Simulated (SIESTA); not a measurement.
## A series of single points on MgS

System: MgS (Fm-3m, 2 atoms in the cell).
Method: Kohn-Sham DFT of a periodic cell, PBEsol, PseudoDojo 0.4 standard, converted to PSML, no spin polarisation (SIESTA 5.4.2).

The 7 runs differ only in the geometry, by an even scaling of the cell at fixed fractional positions. The structure derives from an entry of the Crystallography Open Database.

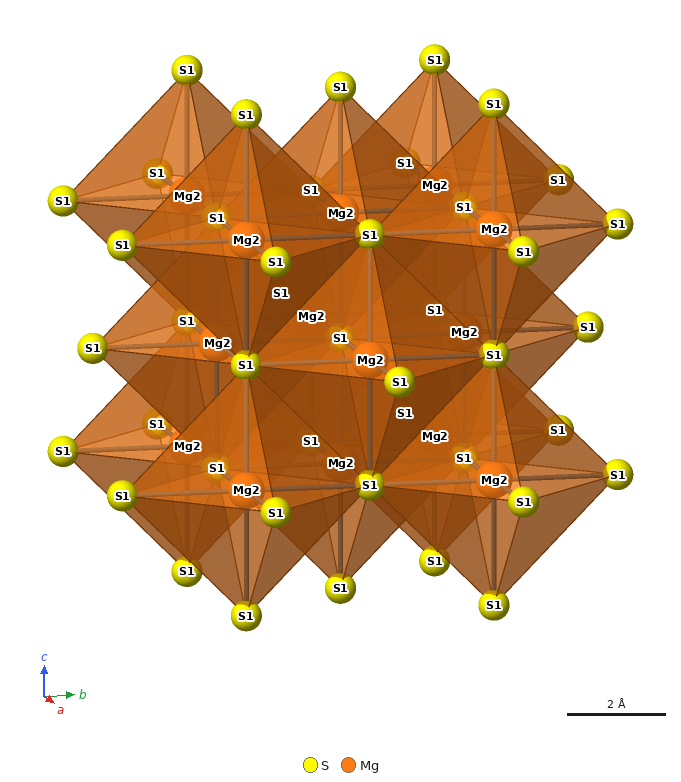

Figure 1. The structure of run 4 (polyhedral view of the cell 4 times as large as that of the calculation, set on its symmetry axes, seen slightly off an axis; polyhedra are completed across the faces of the cell; atoms are numbered from 1 in the order of the input). An atom can appear more than once, as a periodic image.

## Input of run 4
```
SystemName                      Niningerite
SystemLabel                     MgS
NumberOfSpecies                 2
NumberOfAtoms                   2
%block ChemicalSpeciesLabel
  1  16 S
  2  12 Mg
%endblock ChemicalSpeciesLabel

LatticeConstant                 1.0 Ang
%block LatticeVectors
     0.0000000000     2.6016500000     2.6016500000
     2.6016500000     0.0000000000     2.6016500000
     2.6016500000     2.6016500000     0.0000000000
%endblock LatticeVectors
AtomicCoordinatesFormat         Fractional
%block AtomicCoordinatesAndAtomicSpecies
     0.5000000000     0.5000000000     0.5000000000  1  S
     0.0000000000     0.0000000000     0.0000000000  2  Mg
%endblock AtomicCoordinatesAndAtomicSpecies

%block kgrid.MonkhorstPack
    9   0   0  0.0
    0   9   0  0.0
    0   0   9  0.0
%endblock kgrid.MonkhorstPack
XC.Functional                   GGA
XC.Authors                      PBEsol
PAO.BasisSize                   DZP
PAO.EnergyShift                 0.003 Ry
Mesh.Cutoff                     800 Ry
OccupationFunction              FD
ElectronicTemperature           0.05 eV
MaxSCFIterations                120
SCF.MustConverge                false
SCF.Mixer.Method                Pulay
SCF.Mixer.Weight                0.25
SCF.Mixer.History               8
SCF.DM.Tolerance                5.0e-05
SCF.H.Tolerance                 1.0e-03 eV
WriteForces                     true
Charge.Mulliken                 end
%block PAO.Basis
  Mg 4
  n=2 0 2
    2.604 0.000
  n=3 0 2
    8.229 0.000
  n=2 1 2
    2.943 0.000
  n=3 1 1
    8.229
%endblock PAO.Basis
```

Command:
```bash
siesta MgS.fdf > MgS.out 2>&1
```

Lattice vectors (Å) and fractional positions of run 4:
```
   0.000000    2.601650    2.601650
   2.601650    0.000000    2.601650
   2.601650    2.601650    0.000000
S   0.500000  0.500000  0.500000
Mg  0.000000  0.000000  0.000000
```

Run 5 differs from it as follows:
```diff
-     0.0000000000     2.6016500000     2.6016500000
-     2.6016500000     0.0000000000     2.6016500000
-     2.6016500000     2.6016500000     0.0000000000
+     0.0000000000     2.6188799723     2.6188799723
+     2.6188799723     0.0000000000     2.6188799723
+     2.6188799723     2.6188799723     0.0000000000
```

## Results, with one run withheld

```tsv
run	volume per atom (Å³)	free energy per atom, from the lowest run given (meV)	pressure (GPa)	gap on the mesh (eV)
1	16.553	25.90	6.94	2.88
2	16.905	12.98	4.83	2.85
3	17.257	4.49	2.92	2.81
4	17.609	0.00	1.22	2.78
5	17.962	?	?	?
6	18.314	1.30	−1.71	2.70
7	18.666	6.53	−2.99	2.66
```

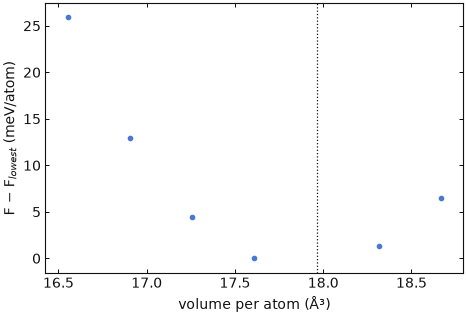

Figure 2. Free energy per atom of the runs given; the dotted line marks run 5.

Estimate the energy of run 5 from the others.

A cubic polynomial in V^(−2/3) (the Birch–Murnaghan form), fitted to the 6 runs given, misses them by at most 0.03 meV per atom. With x = V^(−2/3) − 0.14822 Å⁻², it reads F = 0.72242 + 1785.4 x + 4.5014e+05 x² + 3.8963e+05 x³ (meV per atom). At run 5 it gives −0.97 meV per atom, and the run itself gives −0.95. The slope of the fit gives a pressure −dF/dV of −0.33 GPa there, and the run prints −0.33 GPa. The fit has its minimum at 17.883 Å³ per atom, where V d²F/dV² gives 76.3 GPa: the bulk modulus at this level, since symmetry fixes the shape and the positions. The gap on the mesh goes, without turning, from 2.88 eV in run 1 to 2.66 eV in run 7; run 5 has 2.74 eV. These are gaps of this functional on this mesh, which can miss the band edges; they aren't the measured gap.

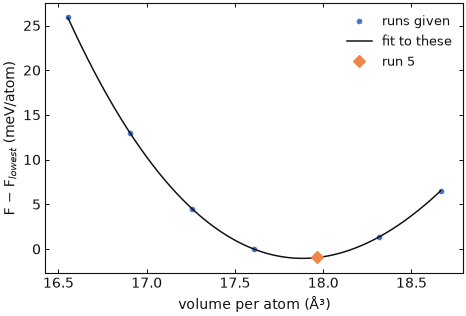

Figure 3. The fit and the withheld run.

## Some lines of the output (run 5)
```
[...]
outcell: Cell volume (Ang**3)        :     35.9233
stepf: Fermi-Dirac step function
siesta: Etot    =     -1915.558062
siesta: FreeEng =     -1915.558062
        iscf     Eharris(eV)        E_KS(eV)     FreeEng(eV)     dDmax    Ef(eV) dHmax(eV)
siesta: E_KS(eV) =            -1915.9511
siesta: E_KS - E_eggbox =     -1915.9511
siesta: Etot    =     -1915.951093
siesta: FreeEng =     -1915.951093
siesta:         Fermi =      -4.605231
siesta: Cell volume =         35.923346 Ang**3
    Orbital volume contribution        =           1.619213 eV
```

Notes: Points of doubt noted for this run: mulliken charges of long orbitals. With a small basis of atomic orbitals these values can differ much from converged plane-wave results.
